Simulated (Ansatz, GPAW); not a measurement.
# C(111) with CHCl2 on 25 % of the top atoms and H on the rest: bands and core levels, part 2 of 4

Wanted: the XPS lines and the band structure of C(111) with CHCl2 on 25 % of the top atoms and H on the rest.

Ansatz 0.2.0 and GPAW 26.7.0; DFT, PBE, plane-wave PAW, default files, scalar-relativistic (the session's first sound run).

So far: Set-up; Relaxation.

## 2. Relaxation (continued)

The steps of the relaxation:

```
step  energy less that of the first step (eV)  largest force component (eV/Å)
   1                                   0.0000                         12.2897
   2                                  -4.8987                          6.2562
   3                                  -6.9706                          2.5965
   4                                  -7.7436                          0.8558
   5                                  -7.9827                          0.6721
   6                                  -8.0192                          0.2779
   7                                  -8.0260                          0.2065
   8                                  -8.0390                          0.0718
   9                                  -8.0395                          0.0274
```

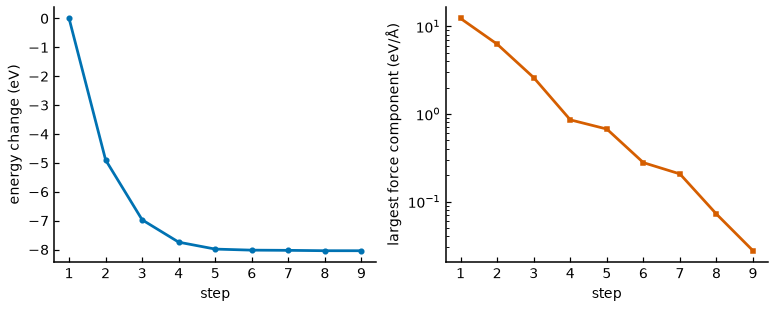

Energy and largest force along the relaxation.

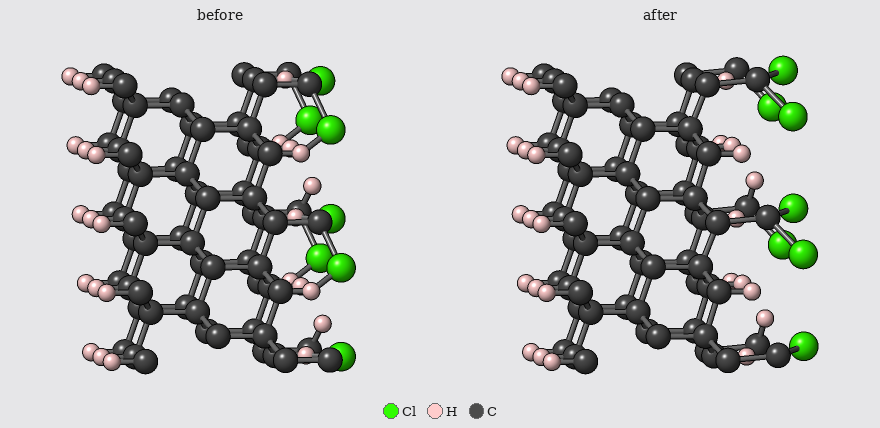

Before and after, at one scale.

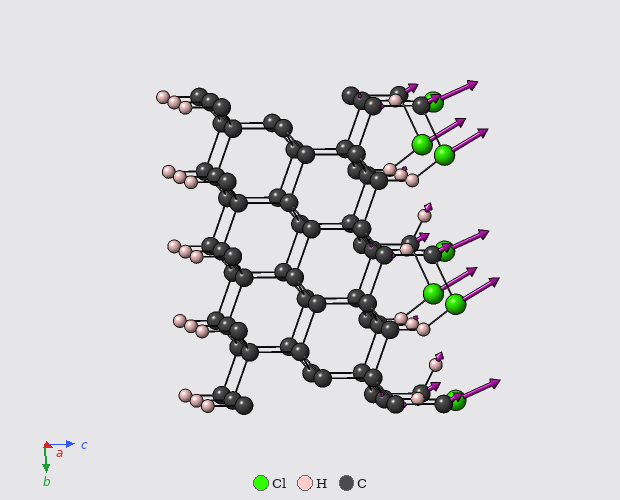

Displacements in the relaxation, exaggerated; the longest in the cell stands for 0.85 Å. 1×2×1 cells are drawn. Some periodic images of atoms are drawn too.

The atoms that moved most (Å):

```
atom      dx      dy      dz  length
 Cl1   0.124  -0.440   0.715   0.849
 Cl2   0.304  -0.353   0.708   0.848
  C4   0.081  -0.155   0.255   0.309
  H3   0.100  -0.181   0.067   0.218
  H7   0.015  -0.084   0.044   0.096
  C8  -0.002   0.004   0.083   0.083
  H5  -0.021   0.040   0.021   0.050
  C9  -0.010   0.008  -0.045   0.047
```

The relaxed structure:

```cif
data_structure
_symmetry_space_group_name_H-M 'P 1'
_symmetry_Int_Tables_number 1
_cell_length_a 5.0445
_cell_length_b 5.0445
_cell_length_c 21.8082
_cell_angle_alpha 90.000
_cell_angle_beta 90.000
_cell_angle_gamma 60.000
_cell_volume 480.60
loop_
_atom_site_label
_atom_site_type_symbol
_atom_site_fract_x
_atom_site_fract_y
_atom_site_fract_z
_atom_site_occupancy
Cl1 Cl 0.07504 0.23192 0.71179 1
Cl2 Cl 0.76797 0.91926 0.71148 1
H3 H 0.24617 0.75282 0.67167 1
C4 C 0.03381 0.96460 0.66344 1
H5 H 0.49125 0.00920 0.63208 1
H6 H 0.00281 0.50284 0.63207 1
H7 H 0.51247 0.48082 0.63314 1
C8 C 0.99912 0.00103 0.58814 1
C9 C 0.49713 0.00190 0.58228 1
C10 C 0.00025 0.50192 0.58228 1
C11 C 0.50236 0.49640 0.58286 1
C12 C 0.83489 0.33216 0.56180 1
C13 C 0.33293 0.33367 0.55961 1
C14 C 0.83217 0.83521 0.56157 1
C15 C 0.33286 0.83221 0.56189 1
C16 C 0.83493 0.33060 0.49025 1
C17 C 0.33333 0.33375 0.48932 1
C18 C 0.83417 0.83534 0.49016 1
C19 C 0.33107 0.83343 0.49029 1
C20 C 0.16678 0.16613 0.46629 1
C21 C 0.66697 0.16676 0.46614 1
C22 C 0.16624 0.66708 0.46614 1
C23 C 0.66682 0.66649 0.46707 1
C24 C 0.16667 0.16667 0.39549 1
C25 C 0.66667 0.16667 0.39549 1
C26 C 0.16667 0.66667 0.39549 1
C27 C 0.66667 0.66667 0.39549 1
C28 C 0.00000 0.00000 0.37188 1
C29 C 0.50000 0.00000 0.37188 1
C30 C 0.00000 0.50000 0.37188 1
C31 C 0.50000 0.50000 0.37188 1
H32 H 0.00000 0.00000 0.32098 1
H33 H 0.50000 0.00000 0.32098 1
H34 H 0.00000 0.50000 0.32098 1
H35 H 0.50000 0.50000 0.32098 1
```

This step gave:

```
free energy                                                         : -8557.3217 eV
Fermi energy                                                        : 3.296 eV
symmetry operations                                                 : 1
gap on the k-mesh                                                   : 2.761 eV
ionisation potential, upper face                                    : 5.078 eV
upper vacuum level less the lowest empty level (Kohn–Sham affinity) : 2.317 eV
ionisation potential, lower face                                    : 3.724 eV
```

The relaxation ends 230 meV an atom lower, with a largest force component of 0.027 eV/Å on the free atoms.

## 3. Layer-resolved bands, DOS and potential

The main run: bands along the zone's path, each state's share in the top and middle regions, the DOS and the planar potential. The cell holds 4 small cells, so the bands are unfolded.

The input, input.yaml:

```yaml
crystal:
  lattice:
    - [5.044499777, 0.0, 0.0]
    - [2.5222498885, 4.3686649563, 0.0]
    - [0.0, 0.0, 21.8081889229]
  atoms:
    - { symbol: Cl, position: [0.0750385552, 0.231916321, 0.7117947085] }
    - { symbol: Cl, position: [0.7679747987, -0.0807404082, 0.7114806419] }
    - { symbol: H, position: [0.24617075, 0.7528249184, 0.6716709031] }
    - { symbol: C, position: [0.033811032, -0.0353973423, 0.6634430304] }
    - { symbol: H, position: [0.4912478126, 0.0091989435, 0.6320776197] }
    - { symbol: H, position: [0.0028073882, 0.502839757, 0.6320735892] }
    - { symbol: H, position: [0.5124738502, 0.4808239246, 0.6331439877] }
    - { symbol: C, position: [-0.0008807022, 0.0010284713, 0.5881414484] }
    - { symbol: C, position: [0.4971327086, 0.0018957007, 0.5822822319] }
    - { symbol: C, position: [0.0002491159, 0.501923256, 0.5822761902] }
    - { symbol: C, position: [0.5023609426, 0.4963953333, 0.5828611072] }
    - { symbol: C, position: [0.8348895244, 0.3321612957, 0.5618031047] }
    - { symbol: C, position: [0.3329311676, 0.3336723806, 0.5596073544] }
    - { symbol: C, position: [0.8321680686, 0.8352066311, 0.56157352] }
    - { symbol: C, position: [0.3328563586, 0.8322083435, 0.561892479] }
    - { symbol: C, position: [0.8349263423, 0.3305986389, 0.4902496707] }
    - { symbol: C, position: [0.33333009, 0.3337497053, 0.4893173246] }
    - { symbol: C, position: [0.8341686498, 0.8353350092, 0.4901633625] }
    - { symbol: C, position: [0.33106781, 0.8334291485, 0.4902861923] }
    - { symbol: C, position: [0.1667798433, 0.166133639, 0.4662941759] }
    - { symbol: C, position: [0.6669671452, 0.1667608577, 0.4661387884] }
    - { symbol: C, position: [0.16623589, 0.6670766366, 0.4661388192] }
    - { symbol: C, position: [0.6668203003, 0.6664863666, 0.4670693942] }
    - { symbol: C, position: [0.166666667, 0.166666667, 0.395486857] }
    - { symbol: C, position: [0.666666667, 0.166666667, 0.395486857] }
    - { symbol: C, position: [0.166666667, 0.666666667, 0.395486857] }
    - { symbol: C, position: [0.666666667, 0.666666667, 0.395486857] }
    - { symbol: C, position: [0.0, 0.0, 0.371878657] }
    - { symbol: C, position: [0.5, 0.0, 0.371878657] }
    - { symbol: C, position: [0.0, 0.5, 0.371878657] }
    - { symbol: C, position: [0.5, 0.5, 0.371878657] }
    - { symbol: H, position: [0.0, 0.0, 0.320980345] }
    - { symbol: H, position: [0.5, 0.0, 0.320980345] }
    - { symbol: H, position: [0.0, 0.5, 0.320980345] }
    - { symbol: H, position: [0.5, 0.5, 0.320980345] }
kpoints:
  mp_grid: { grid: [6, 6, 1] }
scf:
  occupations: { method: fermi_dirac, width: 0.02 }
  n_extra_bands: 25
hamiltonian:
  xc: pbe
  pseudopotentials: { kind: paw }
output:
  forces: true
  write_potential: true
  volumetric_format: []
  dos:
    projected:
      site_lists:
        adsorbate: [3, 0, 1, 2, 4, 5, 6]
        layer_1: [7, 8, 9, 10]
        layer_2: [11, 12, 13, 14]
        layer_3: [15, 16, 17, 18]
        middle: [19, 20, 21, 22]
        other_layers: [23, 24, 25, 26, 27, 28, 29, 30, 31, 32, 33, 34]
    de: 0.05
    e_range: [-30, 12]
    method: { smearing: { sigma: 0.12, scheme: gaussian } }
  eigenstates:
    kpoints:
      - [0.33333333, -0.33333333, 0.0]
      - [0.25, -0.375, 0.0]
      - [0.16666667, -0.41666667, 0.0]
      - [0.08333333, -0.45833333, 0.0]
      - [0.0, 0.5, 0.0]
      - [-0.08333333, 0.45833333, 0.0]
      # [... 29 more points ...]
      - [0.25, 0.5, 0.0]
      - [0.29166667, -0.41666667, 0.0]
    e_range: [-8.0, 6.0]
    unfold:
      supercell_matrix: [[2, 0, 0], [0, 2, 0], [0, 0, 1]]
      layers:
        axis: 3
        edges: [0.137563, 0.423451, 0.423551, 0.575695, 0.575795, 0.895209]
efield:
  axis: 3
  dipole_correction: true
```

Command:

```console
ansatz run input.yaml --threads 8 --pin off --max-ram 24576MiB --backend cpu --events-out ev --progress --plain --runs-dir out
```

Numbers of over 12 decimals in the logs are rounded to 6 here.

The log of the run:

```text
[...]
Crystal: 35 atoms, lattice volume = 480.603 Å³
Basis set: ecut = 420 eV, 9499 PW (Γ), exchange–correlation on 72×72×300 points (8 copies of the dense FFT grid, shifted against one another)
Bands: 86, of which v1, the nominal top of the filled ones, is band 61 counted from 1 (60 counted from 0)
Symmetry: 1 space group operations
[...]
k-points: 20 of 36 (time reversal used)
[...]
SCF iter   1: F=—  HF=-8557.384570 eV  |F-HF|=—  |Δ(HF+E_count)|=         —  Δρ=3.80e-3  dr2=2.96e-1  ethr=1.77e-3  p=-0.124 e·Å  D=-4.66e-2 V/Å  ΔV_dip=1.02 eV  dr2_dipole=2.87e-3  V_vac-E_F(+/−)=3.89/2.87 eV  ⟨swp⟩=15.6  Hψ=13601  notcnv=0  defer=200
[...]
SCF iter   8: F=-8557.321694 eV  HF=-8557.321694 eV  |F-HF|=8.49e-9  |Δ(HF+E_count)|=   1.89e-7  Δρ=2.33e-6  dr2=2.49e-8  ethr=8.20e-11  p=-0.165 e·Å  D=-6.21e-2 V/Å  ΔV_dip=1.35 eV  dr2_dipole=6.90e-11  V_vac-E_F(+/−)=3.69/2.34 eV  ⟨swp⟩=32.5  Hψ=20908  notcnv=0
SCF 1 converged in 8 iterations: F = -8557.321694 eV  dr2 = 2.49e-8
[...]
NSCF: frozen V_eff on 37 k-points
efield: sawtooth ramp at fractional position 0.9664 (kept from the solve that this one continues, or follows in the run), width 0.1000; the density the first Hamiltonian is built on has a dipole p = -0.165 e·Å; the dipole correction subtracts the counter field D = -6.21e-2 V/Å, which shifts the + side's vacuum level by +1.35 eV against the − side's; the planar-averaged density in the ramp window peaks in size at 1.3e-6 e/Å³
[...]
SCF converged after 8 iterations
Free energy (F): -8557.321694 eV
[...]
Internal energy: -8557.321694 eV  (E = F + TS)
E sigma→0 (E₀):  -8557.321694 eV
Fermi energy:    3.273639 eV
Dipole field:    D = -0.062099 V/Å  (p = -0.164932 e·Å, saw-weighted, corrected)
Work function:   Φ+ = 3.6913 eV   Φ− = 2.3370 eV
[...]
--- Forces (eV/Å), atoms counted from 1 ---
  atom   1  Cl    -0.00226301     0.00073519    -0.00715933
  atom   2  Cl     0.00109320    -0.00272969     0.00751427
  atom   3  H      0.00414422    -0.00948951     0.01589478
  atom   4  C     -0.00237454    -0.00677797    -0.01523602
  atom   5  H      0.00309480     0.00143851    -0.00159024
  atom   6  H      0.00232548    -0.00277428    -0.00410935
  atom   7  H     -0.00103529    -0.00904145     0.01654558
  atom   8  C      0.00009755     0.00002741    -0.01461690
  atom   9  C     -0.01056380    -0.01234508    -0.01139376
  atom  10  C     -0.00340814     0.01423638     0.00680495
  atom  11  C     -0.00998729     0.01995171    -0.00679928
  atom  12  C      0.01653300    -0.01459190    -0.00357575
  atom  13  C     -0.00897224    -0.00944379    -0.01237650
  atom  14  C      0.00726302     0.00767463     0.01489727
  atom  15  C      0.00130252     0.02736698    -0.00468083
  atom  16  C      0.00079640    -0.00735963    -0.00424128
  atom  17  C     -0.00013824    -0.00823774     0.00297949
  atom  18  C      0.00159309     0.00975038     0.00269215
  atom  19  C     -0.00185074     0.01006510     0.00630629
  atom  20  C      0.00311944     0.00078647     0.00056648
  atom  21  C     -0.00357078     0.00788598    -0.00466547
  atom  22  C      0.00641783    -0.00785048     0.00393664
  atom  23  C     -0.00537256    -0.00365508     0.00475505
  atom  24  C     -0.06358939    -0.06981503    -0.93117833
  atom  25  C      0.07714458    -0.01852044    -0.98995090
  atom  26  C     -0.00734950     0.08912079    -0.99160485
  atom  27  C     -0.00478641    -0.00530461    -0.65256325
  atom  28  C     -0.00030750     0.00008631     0.69974379
  atom  29  C     -0.00013706     0.00116679     0.81441283
  atom  30  C      0.00141118    -0.00002336     0.81889043
  atom  31  C     -0.00083594    -0.00179257     0.80258669
  atom  32  H      0.00052186     0.00101894     0.10363240
  atom  33  H      0.00088484    -0.00583830     0.11087666
  atom  34  H     -0.00534974    -0.00047094     0.11196730
  atom  35  H      0.00415399     0.00474631     0.11063128
  max |Σ_I F_I| component: 1.08e-4 eV/Å
--- Band table (eV; the first three rows and the last of 20) ---
  k-point 0: bands = [... 57 lower, 0.8334, 0.9943, 1.8836, 1.8870, 4.7969, 4.9478, 5.5249, 6.2778, ... 21 higher]
  k-point 1: bands = [... 57 lower, 0.5247, 0.8708, 1.1805, 1.6279, 4.9324, 5.0205, 5.4676, 6.4708, ... 21 higher]
  k-point 2: bands = [... 57 lower, -0.2163, 0.0215, 0.6678, 0.9747, 5.0516, 5.3811, 5.4630, 6.8629, ... 21 higher]
  k-point 19: bands = [... 57 lower, -0.0465, 0.1779, 0.2305, 0.4871, 4.6483, 5.3840, 6.2004, 6.2177, ... 21 higher]
```

It took 56 s on 8 threads of Arm Neoverse V2, shared host; peak memory 2.9 GiB; 7.3 min of CPU time.

This step gave:

```yaml
fermi_energy: 3.274 eV
zero_of_energy: valence-band maximum
share_of_occupied_states_in_no_projected_shell: 0.0038 of the occupied states in the window
```

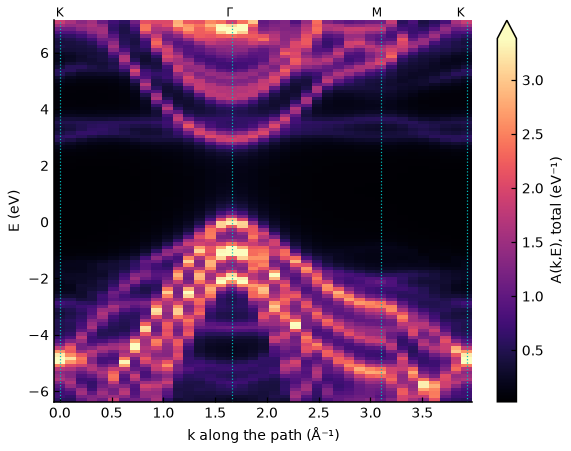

A(k,E), total over k along the path and E. Zero: valence-band maximum.

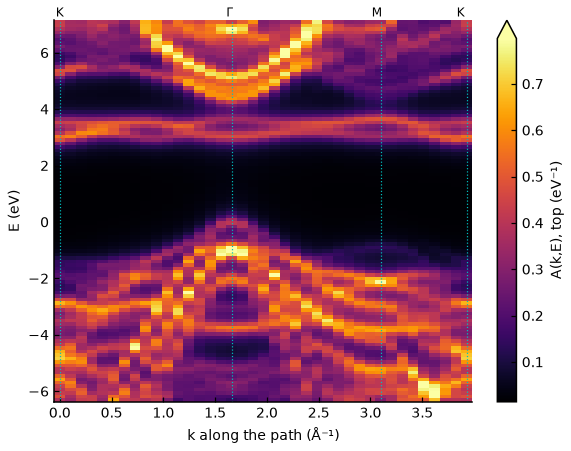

A(k,E), top over k along the path and E. Zero: valence-band maximum.

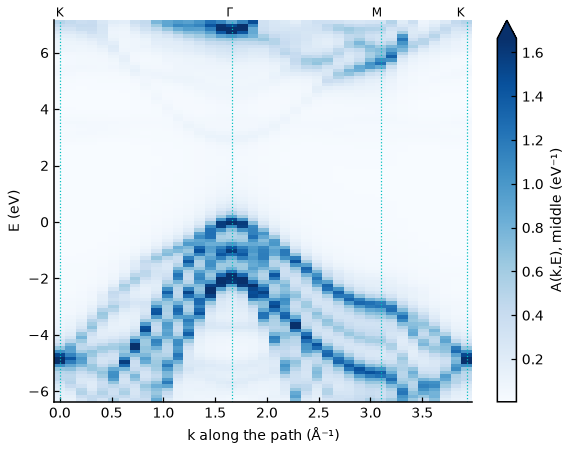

A(k,E), middle over k along the path and E. Zero: valence-band maximum.

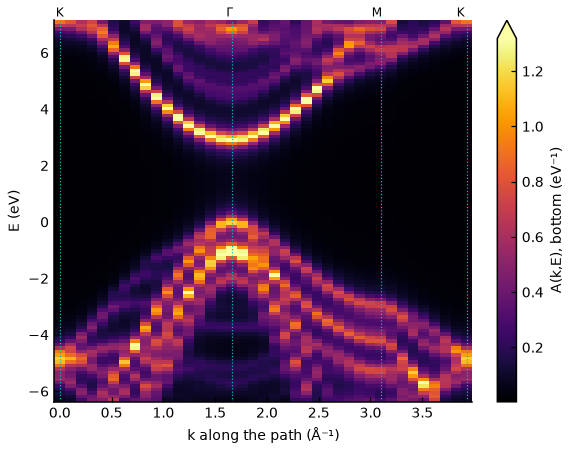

A(k,E), bottom over k along the path and E. Zero: valence-band maximum.

Peaks of A(k,E) at the labelled points: for each region the eleven nearest the zero at most, each over 6 % of that point's highest, less those above the energy where the solved bands run out; weight and spread sum the levels within three half widths or 0.3 eV, so near peaks share levels. Peaks of the spectral function, the first 40 of 98 rows:

```
point  weight on  E (eV)  A (1/eV)  weight near the peak  rms spread of levels (eV)
    K      total   -5.55     1.651                 1.237                      0.263
    K      total   -4.85     3.862                 3.169                      0.158
    K      total   -3.53     0.516                 0.244                      0.149
    K      total   -2.89     0.741                 0.397                      0.011
    K      total   -1.93     0.248                 0.191                       0.24
    K      total    2.99       0.6                 0.583                      0.268
    K      total    3.53     0.478                 0.583                      0.268
    K      total    5.33     0.589                 0.337                      0.036
    K      total    6.23     0.435                 0.386                      0.274
    K        top   -6.17     0.479                 0.352                      0.202
    K        top   -5.57     0.637                 0.591                      0.332
    K        top   -4.81     0.712                 0.621                      0.187
    K        top   -3.51     0.385                  0.22                      0.145
    K        top   -2.89     0.669                 0.385                      0.011
    K        top   -1.93     0.215                 0.182                      0.244
    K        top    2.99     0.562                 0.543                      0.266
    K        top    3.53     0.427                 0.543                      0.266
    K        top    5.31     0.507                 0.302                      0.035
    K        top    6.21     0.274                 0.216                      0.258
    K        top    7.03     0.447                 0.397                      0.184
    K     middle   -5.53     0.467                 0.283                      0.264
    K     middle   -4.85     1.972                 1.455                      0.118
    K     bottom   -5.55     0.551                  0.49                       0.26
    K     bottom   -4.87     1.189                 1.092                      0.178
    Γ      total   -5.17     0.693                 0.764                      0.288
    Γ      total   -3.73     1.079                 0.648                      0.111
    Γ      total   -3.01     0.563                 0.201                      0.101
    Γ      total   -1.97     3.696                 2.303                      0.066
    Γ      total   -1.03     4.269                 2.803                      0.076
    Γ      total   -0.01     3.399                 1.991                      0.002
    Γ      total    2.95     1.967                 1.287                       0.07
    Γ      total    3.63     0.629                 0.565                      0.264
    Γ      total    4.43     1.815                 1.469                      0.157
    Γ      total    4.69     1.716                 2.137                      0.317
    Γ      total    5.15       1.5                 1.325                      0.231
    Γ        top   -5.19     0.302                  0.31                      0.277
    Γ        top   -3.75     0.572                 0.372                      0.114
    Γ        top   -3.01     0.242                 0.116                      0.103
    Γ        top   -2.03     0.571                 0.371                      0.088
    Γ        top   -1.01      0.96                 0.659                       0.08
```

The DOS has structure finer than the step of the table below, so its rows give means over 2 eV, whole bins alone (the curve runs from -22.3 to 7.81 eV). Peaks (eV: height): total -6.0: 15.5, -4.8: 14.5, 6.8: 14.5, 7.6: 15.5; C 2p -6.0: 12.2, -4.8: 12.4, -3.5: 9.70, -2.9: 10.0; C 2s -15.6: 3.69, -14.6: 5.45, -10.9: 2.94, -10.0: 3.29; Cl 3p -3.7: 3.00, -2.9: 2.53, -2.4: 2.42, -1.9: 4.23; H 1s -5.1: 1.34, -4.5: 1.43, 4.9: 1.76, 5.8: 1.27.

DOS against E, zero at the valence-band maximum; means over each step; values in states/eV/cell:

```
E (eV)  total    C 2p    C 2s    Cl 3p    H 1s    Cl 3s
   -20  0.991   0.226   0.717  0.00171  0.0288  0.00987
   -18   3.29   0.884    1.68   0.0548   0.117    0.537
   -16   4.65    1.47    2.14   0.0118   0.120    0.886
   -14   4.14    1.63    2.28  0.00600   0.149   0.0520
   -12   4.42    2.33    1.55   0.0710   0.265    0.172
   -10   5.27    3.24    1.56   0.0790   0.286   0.0718
    -8   7.64    5.59   0.936    0.397   0.608   0.0581
    -6   10.4    7.90   0.634     1.06   0.699   0.0669
    -4   11.5    8.84   0.387     1.47   0.725   0.0141
    -2   7.89    5.44   0.133     1.94   0.347  0.00893
     0  0.825   0.747  0.0125   0.0325  0.0281   3.5e-4
     2  0.359  0.0713  0.0697    0.105  0.0193  0.00941
     4   3.75   0.983   0.343    0.566   0.449   0.0728
     6   9.35    3.04    1.42   0.0625   0.810   0.0101
```

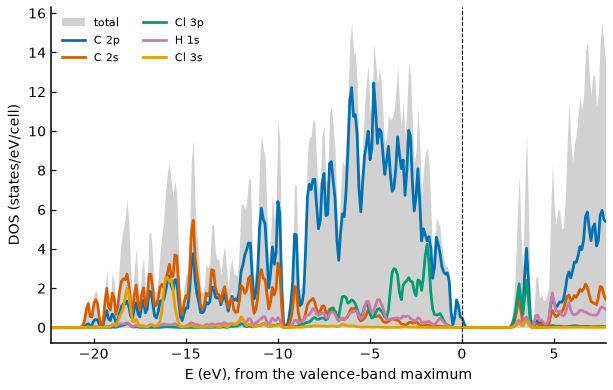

DOS against E.

Simulated valence spectra by photon energy, shown to 13 eV, since a deeper line would dwarf them at some energies; the 100 % can be that line's tail at the edge; this run's widths, added to any smearing of the DOS itself: Gaussian 0.45 eV, Lorentzian 0.2 eV. Intensity against binding energy, zero at the valence-band maximum; values in % of the maximum within 13 eV:

```
binding energy (eV)  21.2 eV  100 eV  1486.7 eV  5950 eV  9251.7 eV
                 -1     1.12    1.15       1.02    0.787      0.644
                  0     5.92    4.78       2.55     1.69       1.32
                  1     31.8    28.9       21.1     13.9       10.5
                  2     72.3    87.8       99.7     66.6       49.8
                  3     94.1    97.5       91.2     62.0       47.3
                  4     87.8    83.4       66.3     45.5       35.2
                  5     93.6    82.0       54.1     40.7       33.5
                  6     99.3    95.7       75.8     64.0       55.0
                  7     70.6    70.2       58.4     53.2       47.1
                  8     65.3    64.0       51.9     51.4       46.9
                  9     28.2    32.2       30.5     30.5       27.6
                 10     35.8    47.4       54.7     61.4       57.8
                 11     32.6    51.9       61.5     71.7       68.2
                 12        -    45.1       70.3     98.9       99.1
```

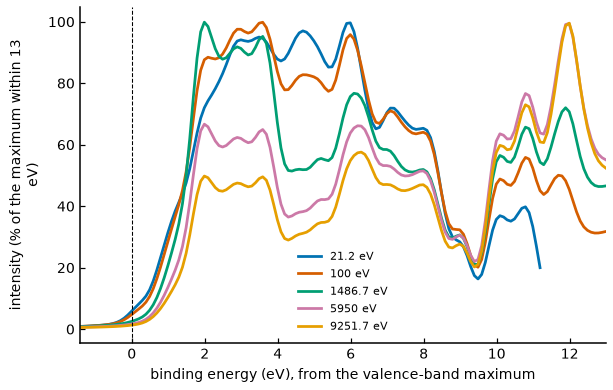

Intensity, plotted against binding energy.

[end of part 2 of 4]

[Logs are printed without paths, hosts, clocks, repeated set-up lines and the standing remarks that a program may print on its own settings, such as how far it seeks lower states.]

[Hosts, paths, dates, database ids (printed as entryN), source tags and the programs' standing remarks are cut or masked in the printed files.]

[Maps of the electrostatic potential energy from Ansatz leave out the sawtooth potential of an applied field or a dipole correction, so their vacuum need not be flat; work functions include it.]
